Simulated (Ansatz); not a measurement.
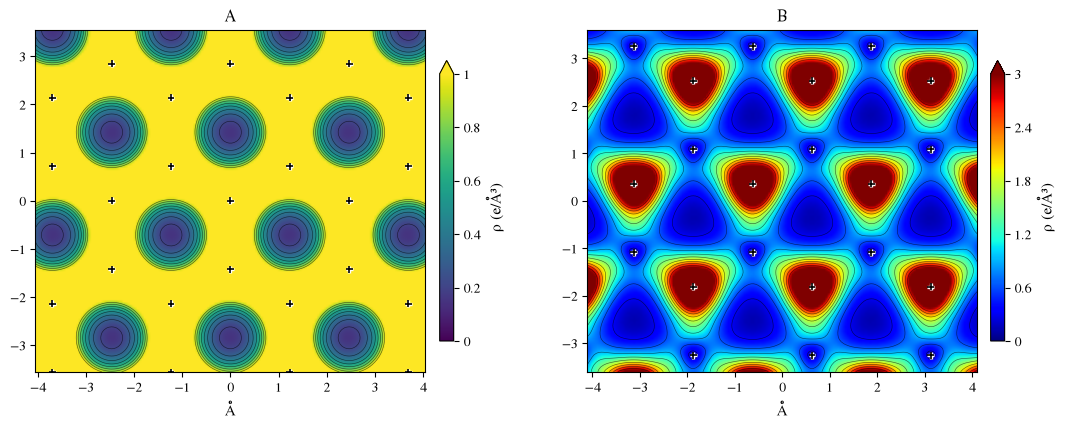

The valence electron density of 2 systems, each on a plane through atoms (crosses mark nuclei in the plane).

Theory: DFT PBE+D3(BJ), scalar-relativistic, plane waves, PAW (Ansatz 0.2.0).

System 1: BN, the (001) plane of the conventional cell. Space group R3m; a structure from a database of computed crystals, not necessarily the ambient phase.

```
B N
1.0
     2.50611    0.00000    0.00000
    -1.25306    2.17036    0.00000
     0.00000    0.00000    9.88465
B N
3 3
Direct
  0.66667 0.33333 0.33303
  0.33333 0.66667 0.66636
  0.00000 0.00000 0.99970
  0.00000 0.00000 0.33274
  0.66667 0.33333 0.66607
  0.33333 0.66667 0.99940
```

System 2: C, the (001) plane of the conventional cell. Space group R-3m.

```cif
data_structure
_symmetry_space_group_name_H-M 'P 1'
_symmetry_Int_Tables_number 1
_cell_length_a 2.4650
_cell_length_b 2.4650
_cell_length_c 10.0457
_cell_angle_alpha 90.000
_cell_angle_beta 90.000
_cell_angle_gamma 120.000
_cell_volume 52.86
loop_
_atom_site_label
_atom_site_type_symbol
_atom_site_fract_x
_atom_site_fract_y
_atom_site_fract_z
_atom_site_occupancy
C1 C 0.00000 0.00000 0.16659 1
C2 C 0.66667 0.33333 0.49992 1
C3 C 0.33333 0.66667 0.83325 1
C4 C 0.66667 0.33333 0.16675 1
C5 C 0.33333 0.66667 0.50008 1
C6 C 0.00000 0.00000 0.83341 1
```

Which map belongs to which system?

Answer. Panel A is system 2, C: the plane holds C. C–C (1.42 Å): ρ at the midpoint is about 2 e/Å³. Panel B is system 1, BN: the plane holds B and N. B–N (1.45 Å): the density is about 1.8 e/Å³ at the midpoint.
